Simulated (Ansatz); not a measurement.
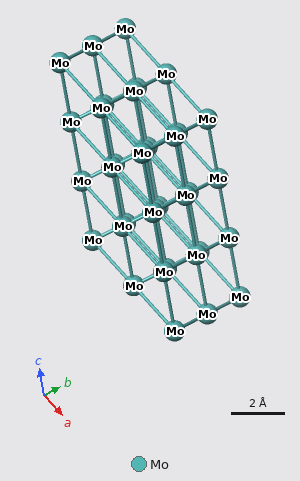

Energy scan for solid Mo (Im-3m), in which the cell is strained along z alone, with the atoms kept at their fractional coordinates. x, y and z are the Cartesian axes of the input. The picture shows the reference cell. The picture is a ball-and-stick view of the cell of the calculation, repeated 2 × 2 × 3 with one cell outlined, seen slightly off an axis.

Method: Ansatz, DFT LDA, scalar-relativistic, plane waves, PAW. (plane-wave cutoff 420 eV; k-point mesh 22 × 22 × 22; occupations gaussian; smearing width 0.15 eV; no spin polarisation). Energies (free energies at the smearing named) are counted from the cell as listed in its source, which wasn't relaxed.

The input:
```yaml
crystal:
  lattice:
    - [-1.571, 1.571, 1.571]
    - [1.571, -1.571, 1.571]
    - [1.571, 1.571, -1.571]
  atoms:
    - { symbol: Mo, position: [0.0, 0.0, 0.0] }
basis:
  ecutwfc: 420
kpoints:
  mp_grid: { grid: [22, 22, 22] }
hamiltonian:
  xc: lda
scf:
  occupations: { method: gaussian, width: 0.15 }
output:
  forces: true
  stress: true
  eigenvalues: true
```

Give the energy at each point (the strain: −0.100, −0.050, 0.000, 0.025, 0.075).

```
strain  energy change (meV/atom)
−0.100                     194.5
−0.050                      23.0
 0.000                       0.0
 0.025                      32.8
 0.075                     164.8
```

Of the computed points the lowest is at the strain 0.00, 0.0 meV/atom. At the ends of the scan the energy is 194.5 meV/atom (−0.10) and 164.8 meV/atom (0.075). The unrelaxed reference is under a pressure of −8.1 GPa, which tilts the curve. The distortion takes the space group from Im-3m to I4/mmm. At the strain −0.10 the cell of the drawing goes a 2.721 → 2.633 Å, b 2.721 → 2.633 Å, c 2.721 → 2.633 Å, α 109.5° → 106.8°, β 109.5° → 106.8°, γ 109.5° → 115.1°.
